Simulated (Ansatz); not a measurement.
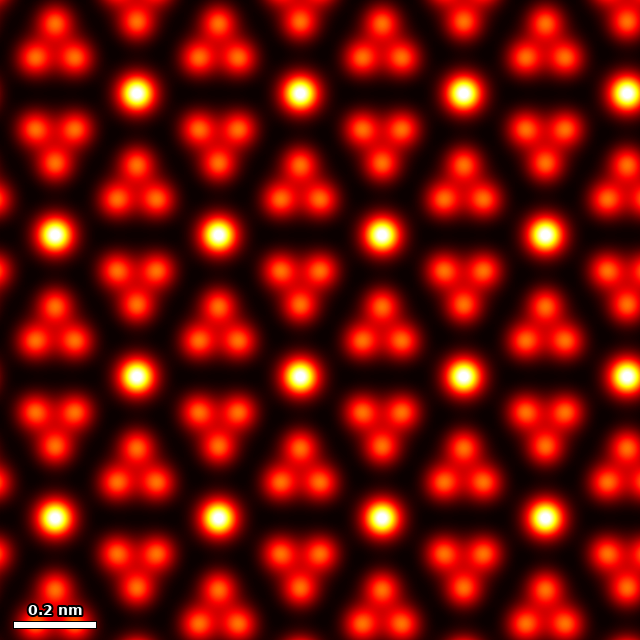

Integrated-DPC-like image of a crystal. Simulated as the projected potential of neutral atoms (B = 0.8 Å²) blurred by a 0.50 Å probe, the thin-sample limit of integrated differential phase contrast.

Give the net of the columns and its spacings.

Answer. The pattern repeats on a hexagonal net with a repeat of 4.0 Å.

What is the plane group of the image?

Answer. p6mm: sixfold points with mirror lines through them.

How many columns does the smallest repeating cell hold, and how many levels of brightness?

Answer. 7 columns in the primitive cell of 13.8 Å², with 2 levels of brightness (about 100, 50 % of the brightest, counted from the darkest point).

The crystal is Ir (Pm-3n, No. 223) seen along [111]. Atomic positions: the geometry relaxed with DFT, PBEsol, plane waves (420 eV) with PAW, scalar-relativistic in Ansatz 0.2.0; the starting structure was generated, so it need not be a known form of this composition.
